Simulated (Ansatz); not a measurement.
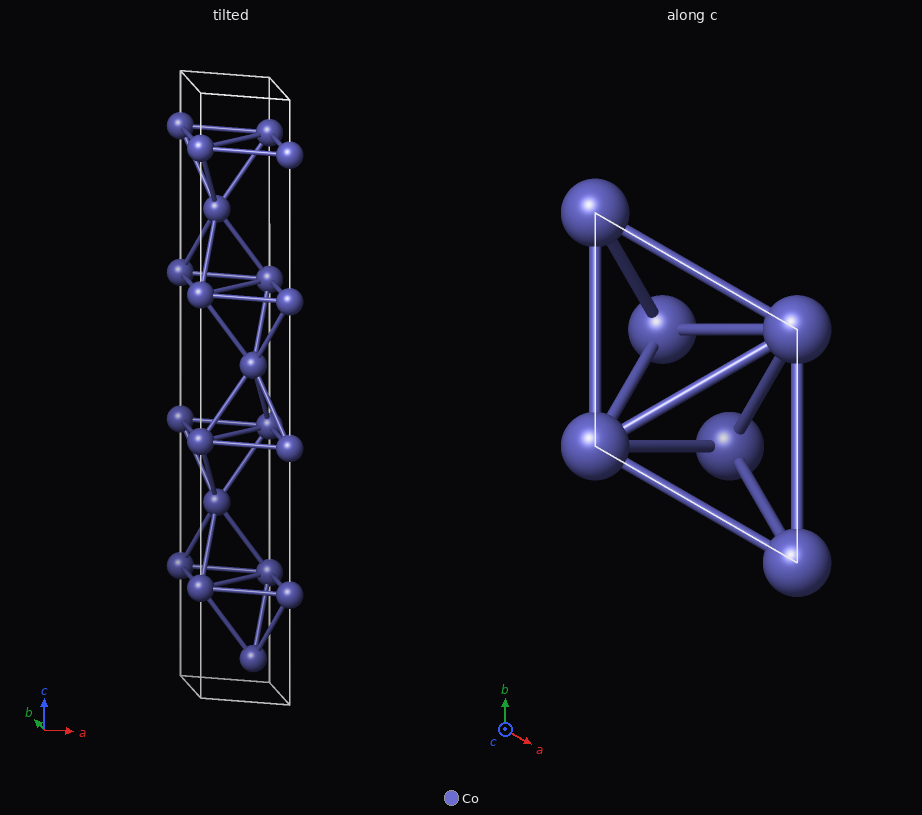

An orthographic ball-and-stick view of the structure, slightly off an axis and along the c axis. One conventional unit cell is framed, with atoms on its boundary repeated. Cell: a = 2.46 Å, b = 2.46 Å, c = 16.43 Å, α = 90.00°, β = 90.00°, γ = 120.00°.

It goes back to a structure listed in the Materials Project. The cell was then strained or its atoms displaced on purpose. A calculation with Ansatz used it as input.

In words:

The element is cobalt. Space group: P3m1 (No. 156). Lattice: primitive hexagonal. The cell holds eight atoms. The numbers of neighbours within bonding distance are Co 9 to 12 (mean 11.2). The bonds build Co layers parallel to (001).

Setup: Ansatz 0.2.0, DFT PBEsol, scalar-relativistic, plane waves, PAW; plane waves up to 420 eV, k-points about 0.13 Å⁻¹ apart, Gaussian smearing of 0.15 eV, collinear spins.

Which atoms carry magnetic moments in this run, and how do they order?

The state reached is ferromagnetic. Sizes: Co 1.6 to 1.8 μB; net moment 13.0 μB in the run's cell of 8 atoms.

What is the electronic character?

A metal: bands cross the Fermi level.

Has the structure come to rest?

No. The largest force is 0.95 eV/Å, on Co. The pressure is -3.6 GPa, so the cell would contract. The stress isn't hydrostatic: its largest component is 7.2 GPa.

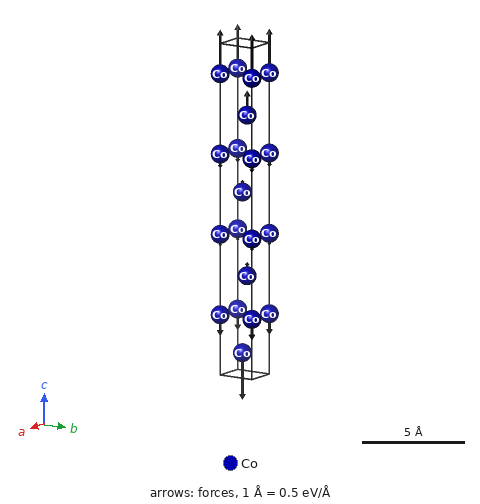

The forces as arrows. The run's cell of 8 atoms is drawn, so axes and origin can differ from the first picture.
